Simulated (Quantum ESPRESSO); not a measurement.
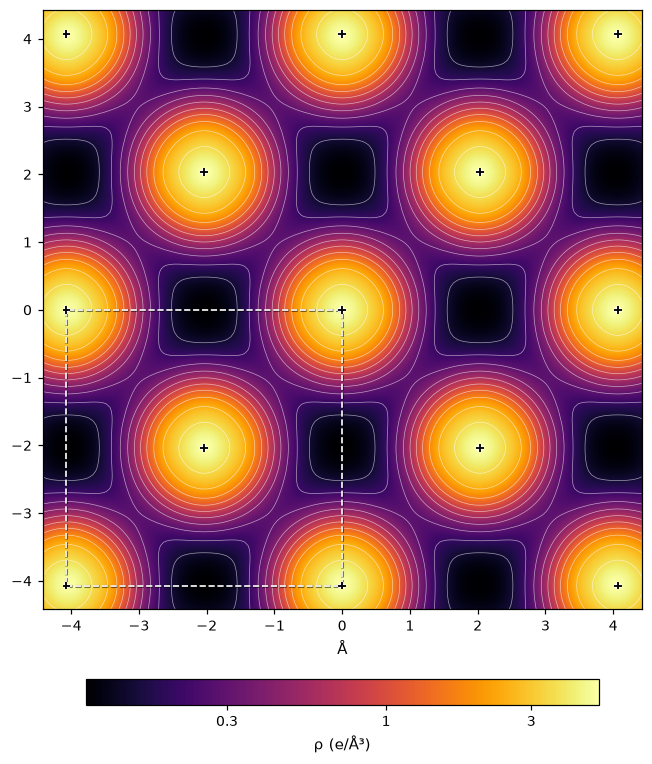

The valence pseudo-density on a plane through atoms (crosses mark nuclei in the plane).

Method: Kohn-Sham DFT of a periodic cell, PBEsol, GBRV 1.5 PBEsol (Quantum ESPRESSO 7.5).

Candidates:
A. Au, a = 4.07 Å, b = 4.07 Å, c = 4.07 Å, α = 90.00°, β = 90.00°, γ = 90.00°. Space group Fm-3m.
B. BN, a = 2.50 Å, b = 2.50 Å, c = 6.64 Å, α = 90.00°, β = 90.00°, γ = 120.00°. Space group P6₃/mmc; computed pressure about 3 GPa in this cell.
C. AlN, a = 4.37 Å, b = 4.37 Å, c = 4.37 Å, α = 90.00°, β = 90.00°, γ = 90.00°. Space group F-43m; a structure from a database of computed crystals, not necessarily the ambient phase.

> Which system is this?

Candidate A: Au on the (010) plane of the conventional cell, which holds Au. Au–Au (2.88 Å): the density is about 0.29 e/Å³ at the midpoint.
